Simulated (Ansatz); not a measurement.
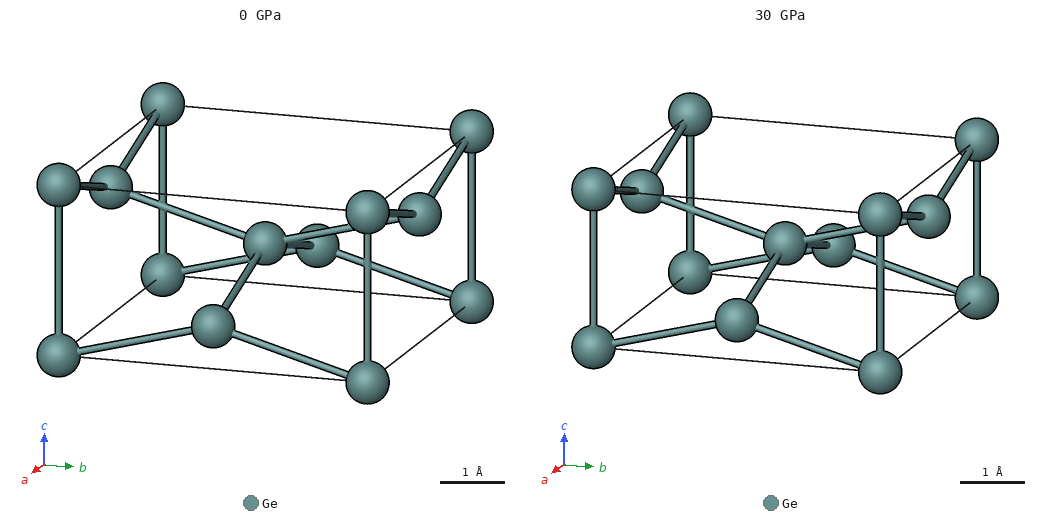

Ge, β-tin type, space group I4₁/amd (No. 141), relaxed (cell and atoms) under a series of hydrostatic pressures; the conventional cell is drawn at the lowest and the highest, to one scale (sticks follow a distance rule). The start was a structure listed in the Materials Project. This isn't the form of Ge at room conditions, which is diamond.

Alike in all runs: Ansatz 0.2.0; functional PBEsol; potentials Ansatz PAW; cutoff 420 eV; k mesh 11 × 11 × 11 on the run's cell of 2 atoms; occupations fermi-dirac, width 0.05 eV; no spin polarisation; no spin-orbit coupling.

| pressure (GPa) | volume (Å³/atom) | a (Å) | c (Å) |
| --- | --- | --- | --- |
| 0.0 | 18.379 | 5.140 | 2.783 |
| 2.0 | ? | ? | ? |
| 5.0 | 17.371 | 5.043 | 2.733 |
| 10.0 | 16.605 | 4.969 | 2.690 |
| 20.0 | 15.484 | 4.859 | 2.624 |
| 30.0 | 14.662 | 4.772 | 2.576 |

> What equation of state do the given rows imply, and what volume does it predict for the missing row?

The fit gives V0 = 18.38 Å³/atom, B0 = 78 GPa and B0′ = 4.7, which puts the volume at 2.0 GPa at 17.94 Å³/atom. The run gave volume 17.942 Å³/atom; a 5.099 Å; c 2.760 Å.

> Which axis yields most up to 30 GPa?

The axes shrink nearly alike: a −7.2 %, c −7.4 %, against −20.2 % in volume.

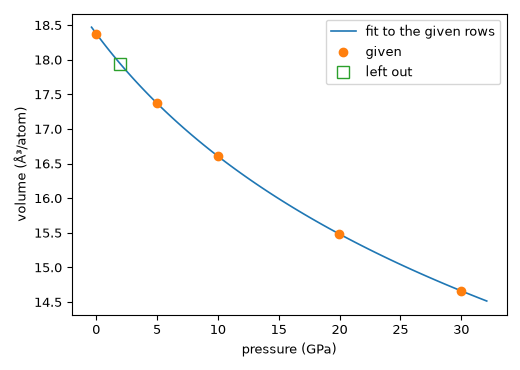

Volume against pressure, with the fit. The structure was kept in its own symmetry, so a change to another phase within this range wouldn't be seen.

Caveat: the plane-wave basis is chosen anew once the cell has moved, so the energies of steps on either side of that aren't comparable.
